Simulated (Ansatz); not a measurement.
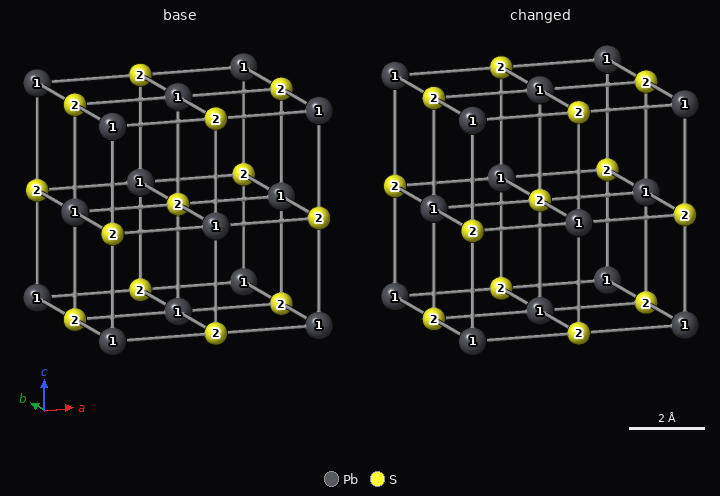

Left: a symmetric starting cell of PbS. Right: the same structure after one change, at the same scale. The picture is a ball-and-stick view of the conventional cell (4 times the calculation's cell), seen slightly off an axis. Lengths and directions refer to the drawn axes.

All numbers below come from DFT PBE, scalar-relativistic, plane waves, PAW in Ansatz. (plane-wave cutoff 420 eV; k-point mesh 10 × 10 × 10; occupations gaussian; smearing width 0.05 eV; no spin polarisation)

### Which change leads from the left to the right?

All lengths are scaled by +2.8 % (volume +8.7 %), the atoms keeping their fractional coordinates. No relaxation follows. The starting cell wasn't computed here and needn't be at equilibrium, so pressure and forces aren't due to the change alone.

### How do the computed properties respond?

The pressure is −2.1 GPa (not all of it need come from the change, since the unchanged cell can be under pressure at this level too). All forces vanish by symmetry. Among the bonded contacts that change: Pb–S 2.965 → 3.049 Å. The space group stays Fm-3m (No. 225).
